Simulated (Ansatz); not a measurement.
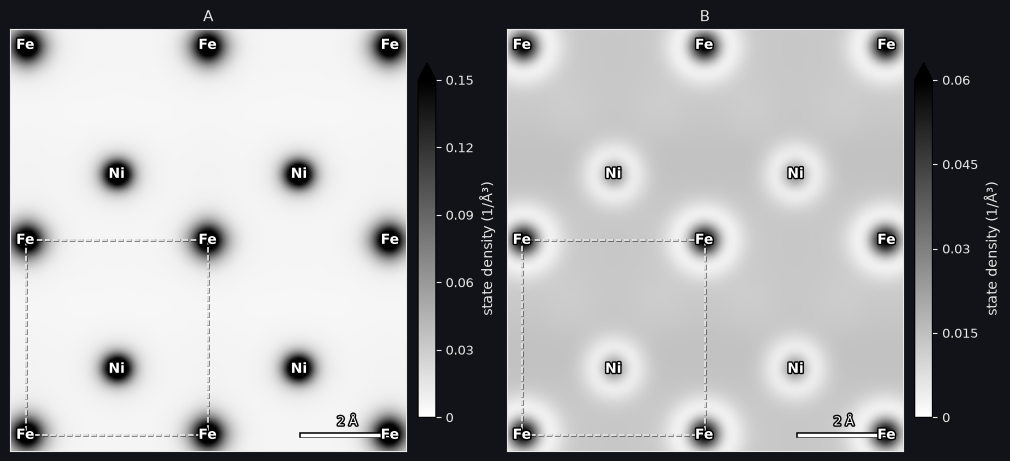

FeNi₃: densities of the states in two energy windows, on the (010) plane of the conventional cell.

Space group Pmmn; the calculation finds a residual pressure of about −4 GPa at this fixed cell; spin-polarised. Net moment 9.0 μB in the 8-atom cell of the calculation; other magnetic orders weren't tried. The cell comes from a database of computed structures, not from a measurement.

Level of theory: DFT PBEsol, scalar-relativistic, plane waves, PAW (Ansatz).

In a PAW calculation such maps are meaningful between the atoms, not at the nuclei.

```yaml
crystal:
  lattice:
    - [4.03322, 0.00000, 0.00000]
    - [0.00000, 4.96868, 0.00000]
    - [0.00000, 0.00000, 4.31293]
  atoms:
    - { symbol: Fe, position: [0.50000, 0.00000, 0.16725] }
    - { symbol: Fe, position: [0.00000, 0.50000, 0.83275] }
    - { symbol: Ni, position: [0.00000, 0.00000, 0.82767] }
    - { symbol: Ni, position: [0.50000, 0.50000, 0.17233] }
    - { symbol: Ni, position: [0.50000, 0.24655, 0.66786] }
    - { symbol: Ni, position: [0.00000, 0.74655, 0.33214] }
    - { symbol: Ni, position: [0.00000, 0.25345, 0.33214] }
    - { symbol: Ni, position: [0.50000, 0.75345, 0.66786] }
```

> Match the panels to the energy ranges (zero at the Fermi level): −9.3 to −6.2 eV and −6.2 to −3.1 eV.

Panel A: −6.2 to −3.1 eV, the middle third of the occupied valence band, mainly Ni 3d (55 %), Fe 3d (25 %) and Ni 4s (15 %).
Panel B: −9.3 to −6.2 eV, the lower third of the occupied valence band, mainly Ni 4s (70 %) and Fe 4s (25 %).
The characters are Löwdin shares on a minimal set of atomic orbitals.
